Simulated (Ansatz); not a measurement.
# Ag: a changed input and its effect

System: Ag (Fm-3m, 1 atom in the cell).
Method of run A: DFT r2SCAN, scalar-relativistic, plane waves, PAW, no spin polarisation (Ansatz 0.2.0).

The structure derives from a Materials Project entry. Text and figures count atoms from 1; the logs count them from 0 in places.

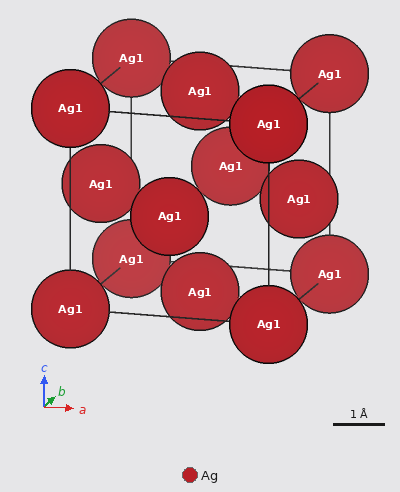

The structure (spheres-only view of the cell 4 times as large as that of the calculation, set on its symmetry axes, seen slightly off an axis; atoms are numbered from 1 in the order of the input).

Input, run A:
```yaml
crystal:
  lattice:
    - [0.0, 2.05217818, 2.05217818]
    - [2.05217818, 0.0, 2.05217818]
    - [2.05217818, 2.05217818, 0.0]
  atoms:
    - { symbol: Ag, position: [0.0, 0.0, 0.0] }
basis:
  ecutwfc: 500
kpoints:
  mp_grid: { grid: [8, 8, 8] }
hamiltonian:
  xc: r2scan
scf:
  occupations: { method: gaussian, width: 0.1 }
output:
  forces: true
  stress: true
  eigenvalues: true
```

Launched with:
```bash
ansatz run input.yaml --threads 8 --pin off --max-ram 20480MiB --backend cpu --events-out ev --progress --plain --runs-dir out
```

Hardware: 8 threads of Intel Xeon @ 2.70GHz, 189 GiB of memory available, shared host.

Output, shortened to warnings, some set-up lines, iterations and results (run A):
```
Basis set: ecut = 500 eV, 411 PW (Γ), exchange–correlation on 96×96×96 points (64 copies of the dense FFT grid, shifted against one another)
Symmetry: 48 space group operations
k-points: 29 of 512
Initial density: superposition of atomic densities (neutral atoms: chi_scale 0, normalization atom), corrected by the library's trained network
[...]
SCF iter   1: F=—  HF=-7603.920666 eV  |F-HF|=—  |Δ(HF+E_count)|=         —  Δρ=1.15e-2  dr2=2.17e-2  dr2_τ=5.43e-4  ethr=1.77e-3  ⟨swp⟩=4.4  Hψ=2063  notcnv=0
SCF iter   2: F=—  HF=-7603.917399 eV  |F-HF|=—  |Δ(HF+E_count)|=   3.27e-3  Δρ=6.55e-3  dr2=2.97e-3  dr2_τ=7.52e-4  ethr=1.14e-4  ⟨swp⟩=2.5  Hψ=869  notcnv=0  defer=11
SCF iter   3: F=—  HF=-7603.916802 eV  |F-HF|=—  |Δ(HF+E_count)|=   5.97e-4  Δρ=2.47e-3  dr2=4.86e-4  dr2_τ=2.89e-5  ethr=1.56e-5  ⟨swp⟩=2.3  Hψ=585  notcnv=0  defer=11
SCF iter   4: F=—  HF=-7603.916726 eV  |F-HF|=—  |Δ(HF+E_count)|=   7.65e-5  Δρ=4.13e-4  dr2=1.20e-5  dr2_τ=1.46e-6  ethr=2.56e-6  ⟨swp⟩=1.1  Hψ=405  notcnv=0  defer=11
SCF iter   5: F=—  HF=-7603.916726 eV  |F-HF|=—  |Δ(HF+E_count)|=   6.27e-7  Δρ=4.22e-5  dr2=1.36e-7  dr2_τ=2.16e-8  ethr=6.33e-8  ⟨swp⟩=1.9  Hψ=528  notcnv=0  defer=11
SCF iter   6: F=-7603.916727 eV  HF=-7603.916727 eV  |F-HF|=2.82e-9  |Δ(HF+E_count)|=   3.39e-7  Δρ=6.70e-6  dr2=4.93e-9  dr2_τ=9.89e-10  ethr=5.26e-10  ⟨swp⟩=5.8  Hψ=1728  …
SCF 1 converged in 6 iterations: F = -7603.916727 eV  dr2 = 4.93e-9
SCF converged after 6 iterations
Free energy (F): -7603.916727 eV
Harris-Foulkes:  -7603.916727 eV  (|F-HF|=2.82e-9)
Internal energy: -7603.913634 eV  (E = F + TS)
E sigma→0 (E₀):  -7603.915181 eV
Entropy (-TS):   -0.003093 eV (-3.093 meV/atom)
Fermi energy:    16.825872 eV
--- Per-component energies (eV) ---
  E_band       = -259.210148
  E_kinetic    = 528.162087
  E_local      = -2219.809585  (includes V_loc(G=0)·N_el)
  E_nonlocal   = 81.296431
  E_hartree    = 1011.250737
  E_xc         = -178.462364
  E_vxc        = -262.922551  (∫ρ·V_xc dr)
  E_paw        = -3922.419314  (= ΣΔE_a)
  E_vpaw       = -427.369222  (= ΣTr[D̂ρ^β])
  E_aug_tail   = 0.000065  (compensation charges beyond the density's cutoff)
  E_vtau       = 18.928096  (kinetic-family band-sum trace: ∫τ·v_τ [+ j·A + Jᵃ·Aᵃ] dr)
  E_ewald      = -2903.422380
  E_core_change = -0.509311  (= ΣΔE_core)
  E_smearing   = -0.003093  (= −TS)
  E_closure    = -0.000000  (closes the sum)
  Σ components = -7603.916727   (vs F -7603.916727, Δ=0.00e0)
--- Forces (eV/Å), atoms counted from 1 ---
  atom   1  Ag    -0.00000000    -0.00000000    -0.00000000
  max |Σ_I F_I| component: 4.93e-32 eV/Å
--- Stress (GPa, compression-positive) ---
        0.594983       0.000000      -0.000000
        0.000000       0.594983       0.000000
        0.000000       0.000000       0.594983
  P = ⅓ Tr σ = 0.5950 GPa (5.950 kbar)
```

The input of run B differs as follows (lines with − go, lines with + come):
```diff
+  symmetry: { detect: false }
-  mp_grid: { grid: [8, 8, 8] }
+  mp_grid: { grid: [9, 9, 9] }
```

What does this change do to the results?

The free energy of run B is 47.2 meV per atom lower, which measures how much it depends on this numerical setting. The pressure goes from 0.59 to −0.26 GPa. The number of SCF iterations is the same. The irreducible k-points go from 29 to 365.

Output, shortened to warnings, some set-up lines, iterations and results (run B):
```
Basis set: ecut = 500 eV, 411 PW (Γ), exchange–correlation on 96×96×96 points (64 copies of the dense FFT grid, shifted against one another)
Symmetry: 1 space group operations
k-points: 365 of 729 (time reversal used)
Initial density: superposition of atomic densities (neutral atoms: chi_scale 0, normalization atom), corrected by the library's trained network
[...]
SCF iter   1: F=—  HF=-7603.966610 eV  |F-HF|=—  |Δ(HF+E_count)|=         —  Δρ=1.06e-2  dr2=1.80e-2  dr2_τ=5.86e-4  ethr=1.77e-3  ⟨swp⟩=4.5  Hψ=26041  notcnv=0
SCF iter   2: F=—  HF=-7603.964373 eV  |F-HF|=—  |Δ(HF+E_count)|=   2.24e-3  Δρ=6.06e-3  dr2=2.43e-3  dr2_τ=6.23e-4  ethr=9.45e-5  ⟨swp⟩=2.4  Hψ=10856  notcnv=0  defer=147
SCF iter   3: F=—  HF=-7603.963949 eV  |F-HF|=—  |Δ(HF+E_count)|=   4.24e-4  Δρ=2.30e-3  dr2=4.33e-4  dr2_τ=2.43e-5  ethr=1.28e-5  ⟨swp⟩=2.2  Hψ=7404  notcnv=0  defer=147
SCF iter   4: F=—  HF=-7603.963895 eV  |F-HF|=—  |Δ(HF+E_count)|=   5.41e-5  Δρ=4.64e-4  dr2=1.63e-5  dr2_τ=1.77e-6  ethr=2.28e-6  ⟨swp⟩=1.0  Hψ=4993  notcnv=0  defer=147
SCF iter   5: F=—  HF=-7603.963897 eV  |F-HF|=—  |Δ(HF+E_count)|=   1.81e-6  Δρ=5.49e-5  dr2=2.34e-7  dr2_τ=2.77e-8  ethr=8.58e-8  ⟨swp⟩=1.7  Hψ=6192  notcnv=0  defer=147
SCF iter   6: F=-7603.963897 eV  HF=-7603.963897 eV  |F-HF|=2.06e-9  |Δ(HF+E_count)|=   1.02e-7  Δρ=4.26e-6  dr2=1.00e-9  dr2_τ=1.62e-10  ethr=5.26e-10  ⟨swp⟩=5.8  Hψ=22052  …
SCF 1 converged in 6 iterations: F = -7603.963897 eV  dr2 = 1.00e-9
SCF converged after 6 iterations
Free energy (F): -7603.963897 eV
Harris-Foulkes:  -7603.963897 eV  (|F-HF|=2.06e-9)
Internal energy: -7603.963292 eV  (E = F + TS)
E sigma→0 (E₀):  -7603.963595 eV
Entropy (-TS):   -0.000605 eV (-0.605 meV/atom)
Fermi energy:    17.470180 eV
--- Per-component energies (eV) ---
  E_band       = -259.539244
  E_kinetic    = 528.025147
  E_local      = -2219.398742  (includes V_loc(G=0)·N_el)
  E_nonlocal   = 81.214111
  E_hartree    = 1010.922652
  E_xc         = -178.462889
  E_vxc        = -262.931738  (∫ρ·V_xc dr)
  E_paw        = -3922.331945  (= ΣΔE_a)
  E_vpaw       = -427.226857  (= ΣTr[D̂ρ^β])
  E_aug_tail   = 0.000065  (compensation charges beyond the density's cutoff)
  E_vtau       = 18.932949  (kinetic-family band-sum trace: ∫τ·v_τ [+ j·A + Jᵃ·Aᵃ] dr)
  E_ewald      = -2903.422380
  E_core_change = -0.509311  (= ΣΔE_core)
  E_smearing   = -0.000605  (= −TS)
  E_closure    = 0.000000  (closes the sum)
  Σ components = -7603.963897   (vs F -7603.963897, Δ=0.00e0)
--- Forces (eV/Å), atoms counted from 1 ---
  atom   1  Ag    -0.00000007    -0.00000022     0.00000011
  max |Σ_I F_I| component: 2.19e-7 eV/Å
--- Stress (GPa, compression-positive) ---
       -0.255962       0.000000       0.000000
        0.000000      -0.255962       0.000000
        0.000000       0.000000      -0.255962
  P = ⅓ Tr σ = -0.2560 GPa (-2.560 kbar)
```

The two runs side by side:

| quantity | run A | run B |
| --- | --- | --- |
| outcome | converged | converged |
| free energy per atom (eV) | −7603.9167 | −7603.9639 |
| energy per atom, smearing taken to zero (eV) | −7603.9152 | −7603.9636 |
| gap on the mesh (eV) | 0.00 | 0.00 |
| pressure (GPa) | 0.59 | −0.26 |
| largest force (eV/Å) | 0.000 | 0.000 |
| SCF iterations | 6 | 6 |
| irreducible k-points | 29 | 365 |
| plane waves at Γ | 411 | 411 |
| wall time (shared host) | 0.85 s | 2.6 s |

For run B: These settings are looser than, or depart from, a standard set-up, so the numbers are not reference values for this system.
